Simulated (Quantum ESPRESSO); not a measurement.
# Single-point calculation of Sb (part 1 of 2)

- system: Sb (P2₁/m, 2 atoms in the cell)
- method: Kohn-Sham DFT of a periodic cell, PBE, PseudoDojo 0.4 SR PBE stringent, no spin polarisation (Quantum ESPRESSO 7.5)

The structure derives from a Materials Project entry.

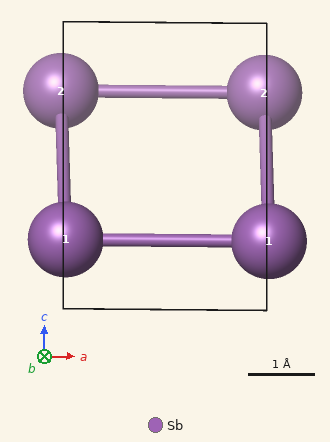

**Figure 1.** The structure as given in the input (ball-and-stick view of the cell of the calculation, along the b axis; atoms are numbered from 1 in the order of the input). An atom can appear more than once, as a periodic image. Near neighbours in the periodic cell (some may lie outside the picture): Sb has 6 Sb at 3.04 to 3.15 Å.

## Input file
```
&CONTROL
  calculation = 'scf'
  prefix = 'pwscf'
  outdir = './tmp'
  pseudo_dir = './pseudo'
  tprnfor = .true.
  tstress = .true.
  disk_io = 'nowf'
/
&SYSTEM
  ibrav = 0
  nat = 2
  ntyp = 1
  ecutwfc = 100
  nbnd = 32
  occupations = 'smearing'
  smearing = 'mv'
  degauss = 0.00073499
/
&ELECTRONS
  conv_thr = 4d-10
  electron_maxstep = 120
  mixing_beta = 0.5
/
ATOMIC_SPECIES
Sb   121.7600 Sb.upf
CELL_PARAMETERS angstrom
   3.1224020000    0.0000000000    0.0000000000
   0.0000000000    4.3475180000    0.0000000000
  -0.0389150000    0.0000000000    4.4058520000
ATOMIC_POSITIONS crystal
Sb     0.0113890000    0.2500000000    0.2411660000
Sb     0.9886110000    0.7500000000    0.7588340000
K_POINTS automatic
6 4 4 0 0 0
```

Launch command:
```bash
OMP_NUM_THREADS=1 pw.x -in pw.in > pw.out
```

## What the program printed
```
This program is part of the open-source Quantum ESPRESSO suite
     for quantum simulation of materials; please cite
         "P. Giannozzi et al., J. Phys.:Condens. Matter 21 395502 (2009);
         "P. Giannozzi et al., J. Phys.:Condens. Matter 29 465901 (2017);
         "P. Giannozzi et al., J. Chem. Phys. 152 154105 (2020);
          URL
     in publications or presentations arising from this work. More details at

     Message from routine setup:
     using ibrav=0 with symmetry is DISCOURAGED, use correct ibrav instead

     G-vector sticks info
     --------------------
     sticks:   dense  smooth     PW     G-vecs:    dense   smooth      PW
     Sum        1545    1545    449                54553    54553    8491

     Using Slab Decomposition

     bravais-lattice index     =            0
     lattice parameter (alat)  =       5.9005  a.u.
     unit-cell volume          =     403.6052 (a.u.)^3
     number of atoms/cell      =            2
     number of atomic types    =            1
     number of electrons       =        46.00
     number of Kohn-Sham states=           32
     kinetic-energy cutoff     =     100.0000  Ry
     charge density cutoff     =     400.0000  Ry
     scf convergence threshold =      4.0E-10
     mixing beta               =       0.5000
     number of iterations used =            8  plain     mixing
     Exchange-correlation= PBE
                           (   1   4   3   4   0   0   0)

     celldm(1)=   5.900485  celldm(2)=   0.000000  celldm(3)=   0.000000
     celldm(4)=   0.000000  celldm(5)=   0.000000  celldm(6)=   0.000000

     crystal axes: (cart. coord. in units of alat)
               a(1) = (   1.000000   0.000000   0.000000 )
               a(2) = (   0.000000   1.392363   0.000000 )
               a(3) = (  -0.012463   0.000000   1.411046 )

     reciprocal axes: (cart. coord. in units 2 pi/alat)
               b(1) = (  1.000000 -0.000000  0.008833 )
               b(2) = (  0.000000  0.718203 -0.000000 )
               b(3) = (  0.000000  0.000000  0.708694 )

     PseudoPot. # 1 for Sb read from file:
     Sb.upf
     Pseudo is Norm-conserving + core correction, Zval = 23.0
     Generated using ONCVPSP code by D. R. Hamann
     Using radial grid of 1434 points,  6 beta functions with:
                l(1) =   0
                l(2) =   0
                l(3) =   1
                l(4) =   1
                l(5) =   2
                l(6) =   2

     atomic species   valence    mass     pseudopotential
     Sb               23.00   121.76000     Sb( 1.00)

      4 Sym. Ops., with inversion, found ( 2 have fractional translation)

   Cartesian axes

     site n.     atom                  positions (alat units)
         1        Sb     tau(   1) = (   0.0083833   0.3480908   0.3402963  )
         2        Sb     tau(   2) = (   0.9791535   1.0442725   1.0707495  )

     number of k points=    42  Marzari-Vanderbilt smearing, width (Ry)=  0.0007
                       cart. coord. in units 2pi/alat
        k(    1) = (   0.0000000   0.0000000   0.0000000), wk =   0.0208333
        k(    2) = (   0.0000000   0.0000000   0.1771736), wk =   0.0416667
        k(    3) = (   0.0000000   0.0000000  -0.3543471), wk =   0.0208333
        k(    4) = (   0.0000000   0.1795508   0.0000000), wk =   0.0416667
        k(    5) = (   0.0000000   0.1795508   0.1771736), wk =   0.0833333
        k(    6) = (   0.0000000   0.1795508  -0.3543471), wk =   0.0416667
        k(    7) = (   0.0000000  -0.3591017   0.0000000), wk =   0.0208333
        k(    8) = (   0.0000000  -0.3591017   0.1771736), wk =   0.0416667
        k(    9) = (   0.0000000  -0.3591017  -0.3543471), wk =   0.0208333
        k(   10) = (   0.1666667   0.0000000   0.0014721), wk =   0.0416667
        k(   11) = (   0.1666667   0.0000000   0.1786457), wk =   0.0416667
        k(   12) = (   0.1666667   0.0000000  -0.3528750), wk =   0.0416667
        k(   13) = (   0.1666667   0.0000000  -0.1757015), wk =   0.0416667
        k(   14) = (   0.1666667   0.1795508   0.0014721), wk =   0.0833333
        k(   15) = (   0.1666667   0.1795508   0.1786457), wk =   0.0833333
        k(   16) = (   0.1666667   0.1795508  -0.3528750), wk =   0.0833333
        k(   17) = (   0.1666667   0.1795508  -0.1757015), wk =   0.0833333
        k(   18) = (   0.1666667  -0.3591017   0.0014721), wk =   0.0416667
        k(   19) = (   0.1666667  -0.3591017   0.1786457), wk =   0.0416667
        k(   20) = (   0.1666667  -0.3591017  -0.3528750), wk =   0.0416667
        k(   21) = (   0.1666667  -0.3591017  -0.1757015), wk =   0.0416667
        k(   22) = (   0.3333333   0.0000000   0.0029442), wk =   0.0416667
        k(   23) = (   0.3333333   0.0000000   0.1801178), wk =   0.0416667
        k(   24) = (   0.3333333   0.0000000  -0.3514029), wk =   0.0416667
        k(   25) = (   0.3333333   0.0000000  -0.1742294), wk =   0.0416667
        k(   26) = (   0.3333333   0.1795508   0.0029442), wk =   0.0833333
        k(   27) = (   0.3333333   0.1795508   0.1801178), wk =   0.0833333
        k(   28) = (   0.3333333   0.1795508  -0.3514029), wk =   0.0833333
        k(   29) = (   0.3333333   0.1795508  -0.1742294), wk =   0.0833333
        k(   30) = (   0.3333333  -0.3591017   0.0029442), wk =   0.0416667
        k(   31) = (   0.3333333  -0.3591017   0.1801178), wk =   0.0416667
        k(   32) = (   0.3333333  -0.3591017  -0.3514029), wk =   0.0416667
        k(   33) = (   0.3333333  -0.3591017  -0.1742294), wk =   0.0416667
        k(   34) = (  -0.5000000   0.0000000  -0.0044163), wk =   0.0208333
        k(   35) = (  -0.5000000   0.0000000   0.1727573), wk =   0.0416667
        k(   36) = (  -0.5000000   0.0000000  -0.3587634), wk =   0.0208333
        k(   37) = (  -0.5000000   0.1795508  -0.0044163), wk =   0.0416667
        k(   38) = (  -0.5000000   0.1795508   0.1727573), wk =   0.0833333
        k(   39) = (  -0.5000000   0.1795508  -0.3587634), wk =   0.0416667
        k(   40) = (  -0.5000000  -0.3591017  -0.0044163), wk =   0.0208333
        k(   41) = (  -0.5000000  -0.3591017   0.1727573), wk =   0.0416667
        k(   42) = (  -0.5000000  -0.3591017  -0.3587634), wk =   0.0208333

     Dense  grid:    54553 G-vectors     FFT dimensions: (  40,  54,  54)

     Initial potential from superposition of free atoms

     starting charge      45.9989, renormalised to      46.0000
     Starting wfcs are   26 randomized atomic wfcs +    6 random wfcs

     Self-consistent Calculation

     iteration #  1     ecut=   100.00 Ry     beta= 0.50
     Davidson diagonalization with overlap
     ethr =  1.00E-02,  avg # of iterations =  4.5

     Threshold (ethr) on eigenvalues was too large:
     Diagonalizing with lowered threshold

     Davidson diagonalization with overlap
     c_bands:  1 eigenvalues not converged
     ethr =  1.08E-05,  avg # of iterations =  6.4

     WARNING: integrated charge=    46.00114547, expected=    46.00000000

     total energy              =   -1011.82668757 Ry
     estimated scf accuracy    <       0.00497953 Ry

     iteration #  2     ecut=   100.00 Ry     beta= 0.50
     Davidson diagonalization with overlap
     ethr =  1.08E-05,  avg # of iterations =  1.0

     WARNING: integrated charge=    46.00233399, expected=    46.00000000

     total energy              =   -1011.82682071 Ry
     estimated scf accuracy    <       0.00111573 Ry

     iteration #  3     ecut=   100.00 Ry     beta= 0.50
     Davidson diagonalization with overlap
     ethr =  2.43E-06,  avg # of iterations =  1.8

     WARNING: integrated charge=    46.00282301, expected=    46.00000000

     total energy              =   -1011.82656783 Ry
     estimated scf accuracy    <       0.00004634 Ry

     iteration #  4     ecut=   100.00 Ry     beta= 0.50
     Davidson diagonalization with overlap
     ethr =  1.01E-07,  avg # of iterations =  1.9

     WARNING: integrated charge=    46.00259334, expected=    46.00000000

     total energy              =   -1011.82692774 Ry
     estimated scf accuracy    <       0.00000038 Ry

     iteration #  5     ecut=   100.00 Ry     beta= 0.50
     Davidson diagonalization with overlap
     ethr =  8.36E-10,  avg # of iterations =  2.0

     WARNING: integrated charge=    46.00239587, expected=    46.00000000

     total energy              =   -1011.82711542 Ry
     estimated scf accuracy    <       0.00000003 Ry

     iteration #  6     ecut=   100.00 Ry     beta= 0.50
     Davidson diagonalization with overlap
     ethr =  6.33E-11,  avg # of iterations =  2.0

     WARNING: integrated charge=    46.00230124, expected=    46.00000000

     total energy              =   -1011.82715773 Ry
     estimated scf accuracy    <          2.4E-09 Ry

     iteration #  7     ecut=   100.00 Ry     beta= 0.50
     Davidson diagonalization with overlap
     ethr =  5.28E-12,  avg # of iterations =  2.0

     End of self-consistent calculation

          k = 0.0000 0.0000 0.0000 (  6827 PWs)   bands (ev):

  -132.3661-132.3658 -85.3286 -85.3282 -85.3252 -85.3223 -85.3203 -85.3174
   -17.1978 -17.1966 -17.1207 -17.1095 -17.0693 -17.0654 -17.0281 -17.0237
   -17.0169 -16.9439  -0.3759   4.6905   8.4379   8.5672  14.1461  15.1108
    15.3368  15.4755  18.8065  19.1977  19.3813  20.2798  25.2596  25.3985

          k = 0.0000 0.0000 0.1772 (  6809 PWs)   bands (ev):

  -132.3661-132.3659 -85.3285 -85.3283 -85.3248 -85.3227 -85.3199 -85.3178
   -17.1841 -17.1634 -17.1226 -17.1038 -17.0636 -17.0598 -17.0339 -17.0304
   -17.0295 -16.9808   0.0693   3.3405   9.1163   9.4448  13.2435  13.5171
    15.5442  15.9899  18.3019  19.7089  22.0939  22.5771  23.0054  25.8967

          k = 0.0000 0.0000-0.3543 (  6794 PWs)   bands (ev):

  -132.3660-132.3659 -85.3285 -85.3283 -85.3242 -85.3233 -85.3192 -85.3185
   -17.1609 -17.1447 -17.0964 -17.0760 -17.0569 -17.0558 -17.0484 -17.0473
   -17.0433 -17.0415   1.1811   1.6014  10.4830  11.0085  11.1388  11.2846
    16.5767  16.9541  19.9845  20.1878  21.0162  21.3297  26.8485  27.0221

          k = 0.0000 0.1796 0.0000 (  6812 PWs)   bands (ev):

  -132.3661-132.3659 -85.3285 -85.3283 -85.3248 -85.3228 -85.3198 -85.3178
   -17.1838 -17.1641 -17.1208 -17.1031 -17.0639 -17.0597 -17.0338 -17.0312
   -17.0294 -16.9816   0.0845   3.3730   9.0031   9.3997  13.2175  13.4304
    15.5583  16.1244  18.3180  19.7247  22.2122  22.6856  23.0801  25.7410

          k = 0.0000 0.1796 0.1772 (  6825 PWs)   bands (ev):

  -132.3660-132.3659 -85.3285 -85.3283 -85.3247 -85.3232 -85.3194 -85.3179
   -17.1935 -17.1438 -17.1144 -17.0918 -17.0699 -17.0520 -17.0416 -17.0396
   -17.0239 -16.9999   0.5080   2.9989   7.2582  10.0681  12.2904  15.9374
    16.1766  17.3149  17.9612  19.8589  20.6313  23.1156  23.9271  24.6762

          k = 0.0000 0.1796-0.3543 (  6836 PWs)   bands (ev):

  -132.3660-132.3659 -85.3284 -85.3284 -85.3243 -85.3237 -85.3188 -85.3183
   -17.1766 -17.1731 -17.0719 -17.0659 -17.0648 -17.0626 -17.0577 -17.0395
   -17.0286 -17.0285   1.5181   1.8673   7.6588   7.9766  14.7903  14.9953
    16.7915  17.0803  20.7045  20.8093  21.3324  21.6004  23.9449  24.1912

          k = 0.0000-0.3591 0.0000 (  6846 PWs)   bands (ev):

  -132.3660-132.3660 -85.3284 -85.3284 -85.3238 -85.3238 -85.3188 -85.3188
   -17.1542 -17.1542 -17.0758 -17.0758 -17.0625 -17.0625 -17.0521 -17.0521
   -17.0408 -17.0408   1.4201   1.4201  10.5799  10.5799  11.1619  11.1619
    16.7896  16.7896  20.3487  20.3487  21.3179  21.3179  27.0387  27.0388

          k = 0.0000-0.3591 0.1772 (  6826 PWs)   bands (ev):

  -132.3660-132.3660 -85.3284 -85.3284 -85.3240 -85.3240 -85.3185 -85.3185
   -17.1748 -17.1748 -17.0660 -17.0660 -17.0645 -17.0645 -17.0506 -17.0506
   -17.0286 -17.0286   1.7088   1.7088   7.7779   7.7779  14.7644  14.7644
    16.9486  16.9486  20.9300  20.9300  21.5826  21.5826  24.2403  24.2403

          k = 0.0000-0.3591-0.3543 (  6856 PWs)   bands (ev):

  -132.3660-132.3660 -85.3284 -85.3284 -85.3243 -85.3243 -85.3183 -85.3183
   -17.1901 -17.1901 -17.0721 -17.0721 -17.0632 -17.0632 -17.0361 -17.0361
   -17.0221 -17.0221   2.0822   2.0822   6.4489   6.4489  17.1228  17.1228
    17.3876  17.3876  21.4355  21.4355  22.6635  22.6635  23.5473  23.5477

          k = 0.1667 0.0000 0.0015 (  6821 PWs)   bands (ev):

  -132.3661-132.3658 -85.3292 -85.3289 -85.3252 -85.3223 -85.3202 -85.3173
   -17.1962 -17.1602 -17.1186 -17.0818 -17.0780 -17.0715 -17.0384 -17.0340
   -17.0161 -16.9433   0.0139   5.0960   8.7955   8.9245  11.9127  14.5236
    15.7103  15.8459  16.3781  19.5356  20.2613  21.4881  21.6396  23.2817

          k = 0.1667 0.0000 0.1786 (  6808 PWs)   bands (ev):

  -132.3660-132.3658 -85.3292 -85.3289 -85.3248 -85.3226 -85.3198 -85.3177
   -17.1619 -17.1475 -17.1035 -17.0833 -17.0758 -17.0720 -17.0445 -17.0404
   -17.0292 -16.9800   0.4652   3.7224   9.4812   9.8233  12.2944  13.5926
    13.9187  15.4186  16.4195  21.6350  22.0389  22.4549  22.6997  23.4438

          k = 0.1667 0.0000-0.3529 (  6812 PWs)   bands (ev):

  -132.3660-132.3659 -85.3291 -85.3290 -85.3242 -85.3232 -85.3192 -85.3184
   -17.1238 -17.1072 -17.0955 -17.0749 -17.0665 -17.0600 -17.0548 -17.0547
   -17.0527 -17.0478   1.5705   1.9936  10.8423  11.3740  11.4951  11.6304
    13.4838  13.8442  20.5126  20.7328  22.6208  22.8917  23.2103  23.6084

          k = 0.1667 0.0000-0.1757 (  6802 PWs)   bands (ev):
```
